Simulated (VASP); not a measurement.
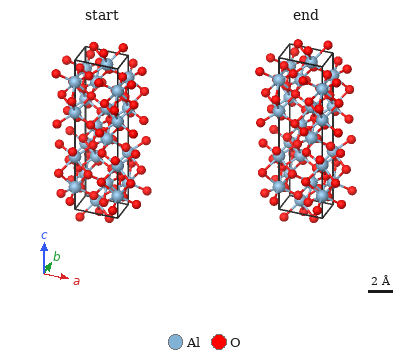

The structure of a crystal of Al$_{2}$O$_{3}$ (set up in R-3c) before (left) and after (right) a relaxation, at one scale.

The picture is a ball-and-stick view of the conventional cell (3 times the calculation's cell), seen slightly off an axis. Lengths and directions refer to the drawn axes.

The run lets cell and atoms move.

The calculation used VASP 6.6.1, Kohn-Sham DFT of a periodic cell, vdW-DF, VASP PAW PBE potentials, recommended.

The input:
```
SYSTEM = Al2O3
  PREC = Accurate
  ENCUT = 600
  EDIFF = 1E-6
  ISMEAR = -1
  SIGMA = 0.05
  LREAL = .FALSE.
  LASPH = .TRUE.
  NELM = 80
  ALGO = Normal
  ISIF = 3
  LWAVE = .FALSE.
  LCHARG = .FALSE.
  GGA = RE
  LUSE_VDW = .TRUE.
  AGGAC = 0.0
  IBRION = 2
  NSW = 40
  EDIFFG = -0.02
```

Command:
```bash
cat potpaw_PBE.64/Al/POTCAR potpaw_PBE.64/O/POTCAR > POTCAR
mpirun -np 1 vasp_std > vasp.out
```

### What changed between the two?

The energy falls by 0.143 eV per cell of the calculation in 4 geometry steps. Largest force component: 0.035 eV/Å at the start, 0.011 eV/Å at the end. The pressure goes from 11.59 to 0.15 GPa. The atoms keep their places relative to the cell (all moves are under 0.005 Å). Cell: a = b 4.761 → 4.834 Å (+1.6 %), c 12.996 → 13.202 Å (+1.6 %). Volume +4.8 %. Near-neighbour distances that change, for instance: Al–O 1.973 → 2.006 Å, Al–O 1.854 → 1.882 Å. The space group stays R-3c (No. 167).
